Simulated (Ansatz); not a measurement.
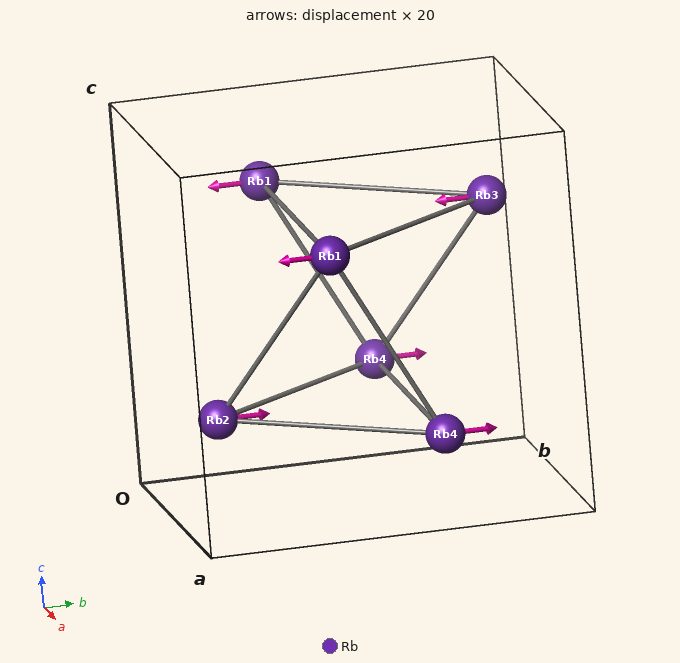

Crystal: Rb, the input geometry of an electronic-structure calculation (not necessarily at equilibrium); the starting structure was generated, so it need not be a known form of this composition. The structure has space group C2/c (No. 15), but lies close to a more symmetric one; the arrows, set on the atoms' surfaces, show each atom's displacement from its place in that idealised structure, magnified. Geometry calculated from the standardised cell; symmetry tolerance 0.002 Å.

```
CELL_PARAMETERS angstrom
5.06508 0.00000 0.00000
0.00000 9.34029 0.00000
-2.23921 0.00000 8.57276
ATOMIC_POSITIONS crystal
Rb 0.00000 0.37012 0.75000
Rb 0.50000 0.12988 0.25000
Rb 0.50000 0.87012 0.75000
Rb 0.00000 0.62988 0.25000
```

Question: Which is the most symmetric group that a search with looser tolerances finds (in steps up to 1 Å, at an angle tolerance of 8°, moving no atom by more than 0.6 Å)?

Answer: Fddd (No. 70), orthorhombic, found at a tolerance of 0.25 Å. The actual group is a subgroup of index 2: the point group loses a factor 2 (mmm to 2/m), and all translations are kept.

Question: How large is the distortion?

Answer: Largest displacements (atoms of each element counted in list order): Rb4 0.05 Å, Rb1 0.05 Å, Rb3 0.05 Å, Rb2 0.05 Å; root mean square 0.05 Å; the largest principal strain of the cell against the idealised metric is 1.7 %.
